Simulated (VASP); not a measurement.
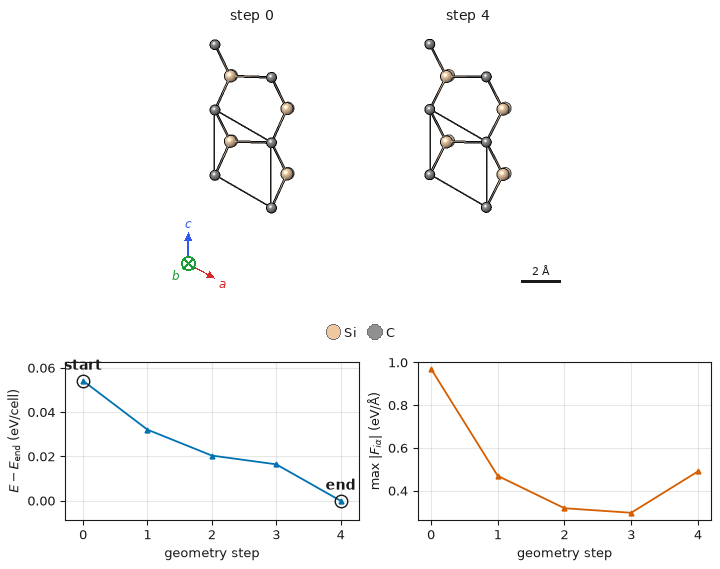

First and last geometry of a relaxation of solid Si₂C (a generated structure, set up in P1), with the history of the run. The picture is a ball-and-stick view of the cell of the calculation, reduced to other axes, repeated 2 × 1 × 2 with one cell outlined, seen along the b axis. Lengths and directions refer to the drawn axes.

The run lets the atoms move in a fixed cell, from a rattled start.

Method: Kohn-Sham DFT of a periodic cell, r2SCAN, VASP PAW PBE potentials, recommended in VASP.

Input file:
```python
from ase.calculators.vasp import Vasp
from ase.io import read
from ase.optimize import LBFGS

atoms = read('POSCAR')
calc = Vasp(
    directory='calc',
    xc='r2scan',
    pp='PBE',
    setups='recommended',
    prec='Accurate',
    encut=520,
    ediff=1e-07,
    ismear=0,
    sigma=0.05,
    lreal=False,
    lasph=True,
    nelm=80,
    algo='Normal',
    isif=2,
    lwave=False,
    lcharg=False,
    lmixtau=True,
    kpts=[9, 9, 6],
    gamma=True,
)
atoms.calc = calc
opt = LBFGS(atoms, trajectory='relax.traj')
converged = opt.run(fmax=0.01, steps=40)
print('converged:', converged)

print('energy (eV):', atoms.get_potential_energy())
print('free energy (eV):', atoms.get_potential_energy(force_consistent=True))
print('forces (eV/A):')
print(atoms.get_forces())
print('stress (eV/A^3, Voigt):', atoms.get_stress())
print('Fermi level (eV):', calc.get_fermi_level())
print('cell (A, degrees):', atoms.cell.cellpar())
print('volume (A^3):', atoms.get_volume())
print('scaled positions:')
print(atoms.get_scaled_positions())
```

Command:
```bash
python run.py
```

**Did the run converge, and what did it change?**

The run was cut off at its time limit before the relaxation converged, so the last structure is only a point on the way. The atom that moves furthest is a Si atom (0.071 Å along [2 1 1]). Largest moves by element: Si 0.071 Å, C 0.067 Å. The lattice vectors keep their values. Some distances before and after: C–Si 2.405 → 2.282 Å, Si–Si 2.246 → 2.334 Å, Si–Si 2.409 → 2.326 Å, C–Si 2.441 → 2.363 Å. Among the angles between lasting bonds that change: Si–C–Si 136.3° → 131.4°, Si–C–Si 136.7° → 132.3°, Si–C–Si 67.4° → 63.3°. The space group stays P1 (No. 1). The energy falls by 54.2 meV per cell of the calculation in 4 geometry steps. The largest force component goes from 0.97 to 0.49 eV/Å.

```
step  E − E(0), meV/atom  largest force component, eV/Å
   0                0.00                         0.9706
   1               -7.36                         0.4699
   2              -11.26                         0.3185
   3              -12.58                         0.2972
   4              -18.06                         0.4905
```
